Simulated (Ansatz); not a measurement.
**TaN: densities and their changes**

Space group P6/mmm; the calculation finds a residual pressure of about 10 GPa at this fixed cell.

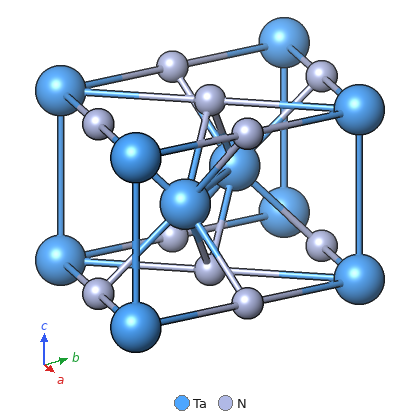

The conventional cell.

```cif
data_structure
_symmetry_space_group_name_H-M 'P 1'
_symmetry_Int_Tables_number 1
_cell_length_a 5.1910
_cell_length_b 5.1910
_cell_length_c 2.9080
_cell_angle_alpha 90.000
_cell_angle_beta 90.000
_cell_angle_gamma 120.000
_cell_volume 67.86
loop_
_atom_site_label
_atom_site_type_symbol
_atom_site_fract_x
_atom_site_fract_y
_atom_site_fract_z
_atom_site_occupancy
Ta1 Ta 0.00000 0.00000 0.00000 1
Ta2 Ta 0.33333 0.66667 0.50000 1
Ta3 Ta 0.66667 0.33333 0.50000 1
N1 N 0.50000 0.00000 0.00000 1
N2 N 0.50000 0.50000 0.00000 1
N3 N 0.00000 0.50000 0.00000 1
```

Level of theory: Ansatz, DFT PBE, scalar-relativistic, plane waves, PAW.

Core electrons are frozen (PAW), so the maps are meaningful between the atoms, not at the nuclei.

### 1. Bonding charge

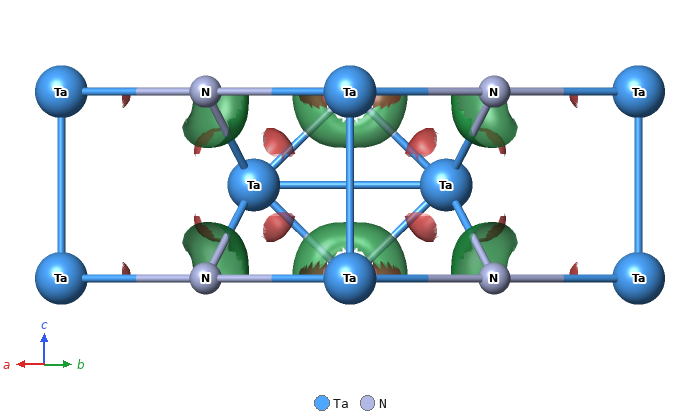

Bonding charge density, ρ(crystal) − Σ ρ(neutral atoms): green surfaces at +0.1 and red ones at −0.1 e/Å³, in the conventional cell seen along [110] (the regions close to the nuclei are left out). Cores are masked to 1.0 Å (Ta) and 0.6 Å (N).

What does the deformation density say about the bonding?

N–Ta (2.09 Å): Δρ is +0.04 e/Å³ at the midpoint (close to a masked core, so read it with care).
Ta–Ta (2.91 Å): Δρ is +0.08 e/Å³ at the midpoint, where it peaks: a build-up of bond charge.
Over the whole cell, outside the masked cores, the largest gain lies at the edge of the masked core of N, and the largest loss lies at the edge of the masked core of Ta.
The rearranged charge, half the integral of |Δρ|, is about 0.28 e an atom.
Bader charges: Ta +0.78 to +2.14 and N −1.69 e.

### 2. States by energy

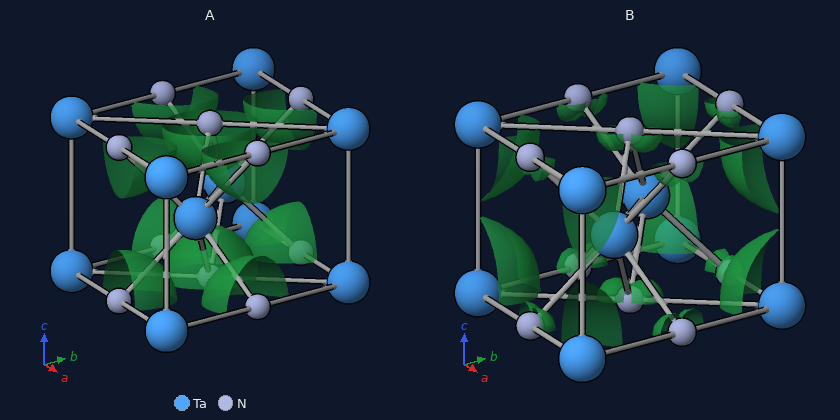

TaN: densities of the states in two energy windows, as isosurfaces (each at a level of its own) in the conventional cell.

The windows, about the Fermi level, are −10.1 to −6.8 eV and −0.25 to +0.25 eV. Which panel shows which?

Panel A: −10.1 to −6.8 eV, the lower third of the occupied valence band, mainly N 2p (60 %) and Ta 5d (30 %).
Panel B: −0.25 to +0.25 eV, the states at the Fermi level, mainly Ta 5d (80 %) and N 2p (15 %).
The characters are Löwdin shares on a minimal set of atomic orbitals.

### 3. Moving an atom

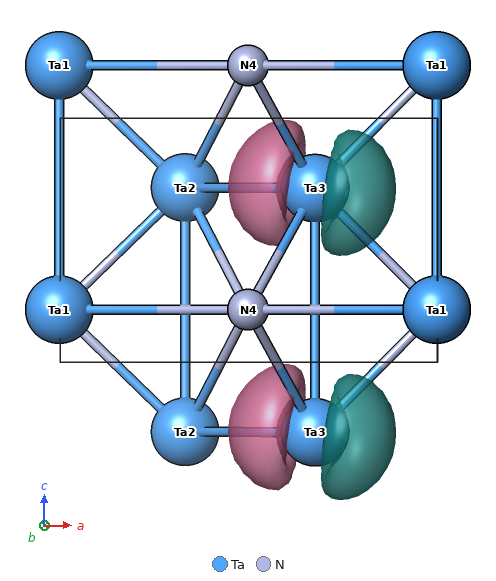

TaN: one atom of the 6-atom cell (and its periodic copies) was moved a little. Density after less density before, teal at +0.15 and pink at −0.15 e/Å³, seen along the b axis; cell a = 5.19 Å, b = 5.19 Å, c = 2.91 Å, α = 90.00°, β = 90.00°, γ = 120.00°. The lobes lie largely inside the PAW sphere, where the density is a smoothed one.

Find the displaced atom and its direction.

Ta3 moved towards the teal lobe, to the right in the picture. In the run the shift was 0.05 Å roughly along [2 1 0] in the axes of the cell drawn.

What restoring force does the calculation give for this move?

The force on it changes by 1.41 eV/Å along the move, against it: a stiffness of about 28 eV/Å² for this sublattice shift.

### 4. Change of volume

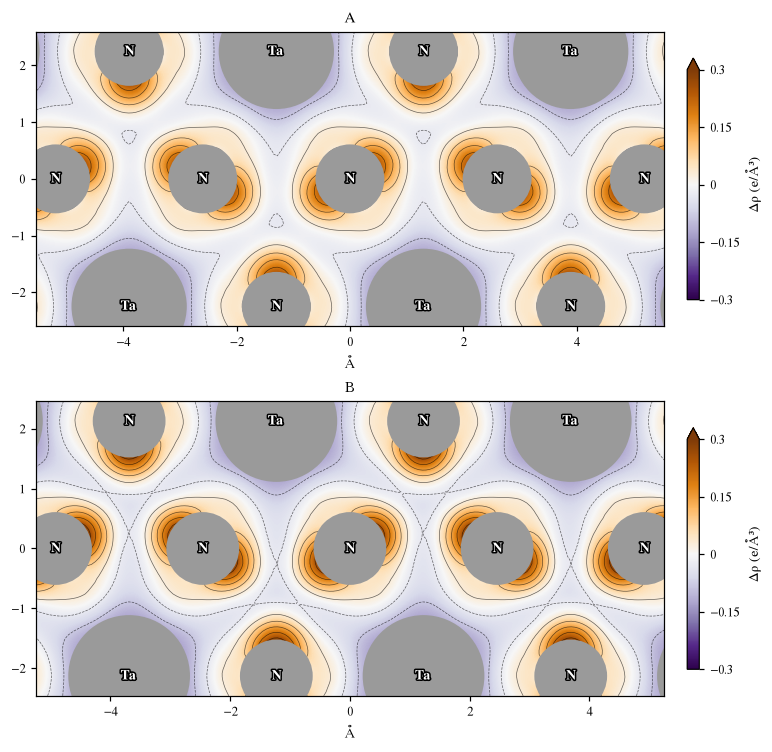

TaN: deformation density on the (001) plane of the conventional cell at two volumes, with the same fractional coordinates and one colour scale. Grey discs cover the cores.

Which panel is the larger cell, by how much, and what changes?

A is the larger cell: B has 85 % of the volume of A.
The pressure is 10 GPa in A and 87 GPa in B.
Bader charges in A: Ta +0.78 to +2.14 and N −1.69 e; in B: Ta +0.79 to +2.12 and N −1.68 e.
The rearranged charge is 0.28 e an atom in A and 0.28 e in B.

### 5. Another level of theory

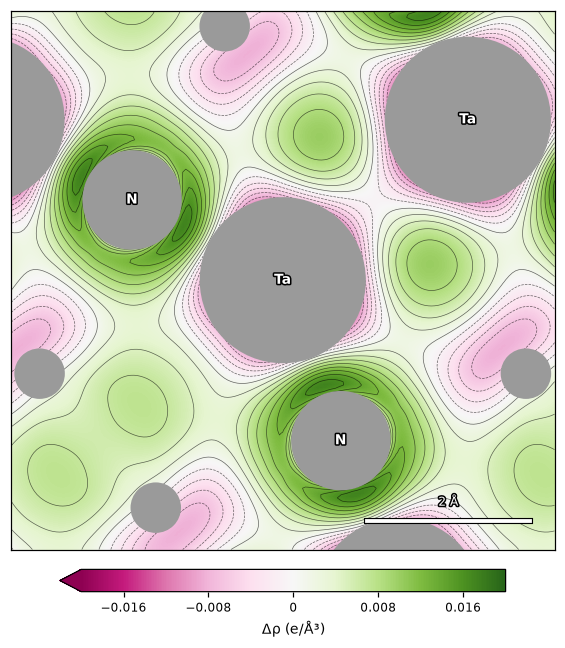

TaN: difference of two self-consistent densities at the same geometry, ρ(HSE06) − ρ(PBE), on the (111) plane of the conventional cell. Grey discs cover the cores, where the PAW densities can't be compared. Cores are masked to 1.0 Å (Ta) and 0.6 Å (N).

Both runs: Ansatz, scalar-relativistic, plane waves and PAW, same cutoff, k-points and PAW files (made with PBE).

What differs between the two levels of theory?

Against PBE, and outside the masked cores, the largest gain lies at the edge of the masked core of N, and the largest loss lies at the edge of the masked core of Ta.
Bader charges are Ta +0.78 to +2.14 and N −1.69 e with PBE and Ta +0.81 to +2.27 and N −1.78 e with HSE06.
At this volume the pressure is 10 GPa with PBE and roughly 2 GPa with HSE06.

### 6. Putting it together

Charge passes from Ta (Pauling electronegativity 1.50) to N (3.04), the direction that the scale predicts; the Bader charges fall short of whole formal charges, as they usually do. The two pressures give a mean stiffness −ΔP/Δln V of about 476 GPa over this range, with the atoms held at their fractional positions.

Run times: 67 s (base cell), 7.5 s (state densities), 110 s (moved atom), 62 s (scaled cell) and 5.6 min (HSE06), on 2 threads of Arm Neoverse N1, with other jobs on the host.
